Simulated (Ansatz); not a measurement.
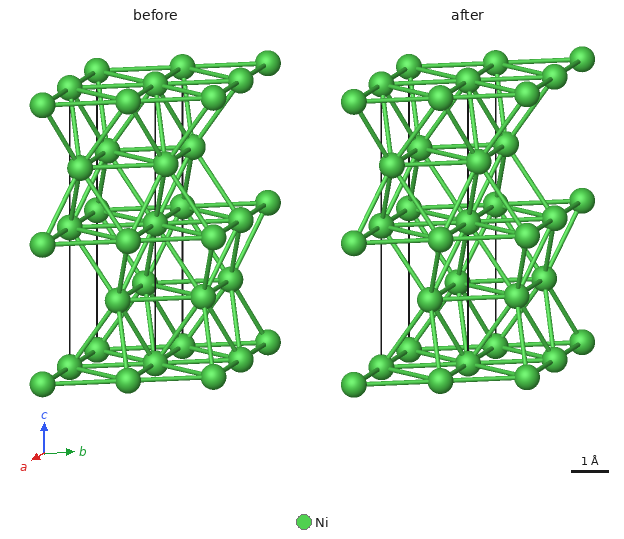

The structure of crystalline Ni (a generated structure, set up in P6_3/mmc) (coarse preliminary run) before (left) and after (right) a relaxation, at one scale.

Style: ball-and-stick. Shown: the cell of the calculation, repeated 2 × 2 × 1 with one cell outlined, slightly off an axis.

Case: Cu → Ni on all its sites, cell and atoms relaxed.

Method: Ansatz 0.2.0, DFT PBEsol, scalar-relativistic, plane waves, PAW. Set-up: plane-wave cutoff 420 eV; k-point mesh 12 × 12 × 4; occupations gaussian; smearing width 0.1 eV; collinear spin; cell and atoms relaxed; force threshold 0.05 eV/Å; at most 60 steps.

Summarise the run.

The atoms keep their places relative to the cell (all moves are under 0.005 Å). The drawn cell changes as follows: a = b 2.417 → 2.448 Å (+1.3 %), c 7.898 → 8.008 Å (+1.4 %); the volume changes by +4.1 %. Near-neighbour distances that change, for instance: Ni–Ni 2.417 → 2.448 Å. The space group stays P6_3/mmc (No. 194). Over 2 accepted moves (3 points after the start) the energy falls by 13.1 meV per atom. All forces vanish by symmetry, so only the cell relaxes. The pressure goes from 10.41 to 0.36 GPa. The SCF was repeated once at an unchanged geometry on a basis and grid sized afresh for the cell, which shifted the energy by 0.1 meV per atom at most.
